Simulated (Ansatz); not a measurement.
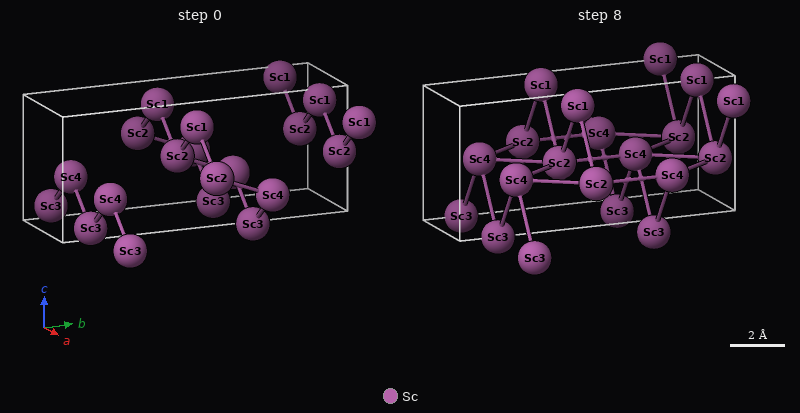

The structure of solid Sc (built on the black phosphorus_64 type) (coarse preliminary run) before (left) and after (right) a relaxation, at one scale.

Style: ball-and-stick. Shown: the conventional cell (2 times the calculation's cell), repeated 2 × 1 × 1 with one cell outlined, slightly off an axis. Lengths and directions refer to the drawn axes.

Case: black phosphorus type (Cmce, No. 64).

These are results of DFT PBE, scalar-relativistic, plane waves, PAW (Ansatz), not measurements. Set-up: plane-wave cutoff 420 eV; k-point mesh 6 × 6 × 4; occupations gaussian; smearing width 0.1 eV; no spin polarisation; cell and atoms relaxed; force threshold 0.04 eV/Å; at most 70 steps.

Question: Describe what moved and what it gained.

Answer: Over 7 accepted moves (8 points after the start) the energy falls by 5.541 eV per cell of the calculation. The largest force component goes from 2 to 0.0048 eV/Å. Pressure: 0.12 GPa at the start and 0.07 GPa at the end. The SCF was repeated once at an unchanged geometry on a basis and grid sized afresh for the cell, which shifted the energy by 0.4 meV per cell of the calculation at most. The largest moves relative to the cell, 0.65 Å, are those of Sc1, Sc2, Sc3 and Sc4. Sc4 goes along [0 1 2]. The volume changes by −3.9 %, with a 3.680 → 3.414 Å (−7.2 %), b 11.675 → 11.277 Å (−3.4 %), c 4.870 → 5.226 Å (+7.3 %). Among the contacts that change: Sc1–Sc3 4.093 → 3.042 Å, Sc1–Sc2 2.411 → 3.121 Å, Sc1–Sc3 (another image) 2.450 → 3.120 Å, Sc1–Sc2 (another image) 3.789 → 3.121 Å. New bonds form: Sc1–Sc2 (3.79 → 3.12 Å), Sc1–Sc3 (4.09 → 3.04 Å), Sc2–Sc4 (4.09 → 3.04 Å), Sc3–Sc4 (3.79 → 3.12 Å). Among the angles between lasting bonds that change: Sc2–Sc1–Sc2 99.5° → 66.3°, Sc2–Sc1–Sc3 103.4° → 90.0°. The space group (tolerance 0.01 Å) goes from Cmce (No. 64) to Fmmm (No. 69).
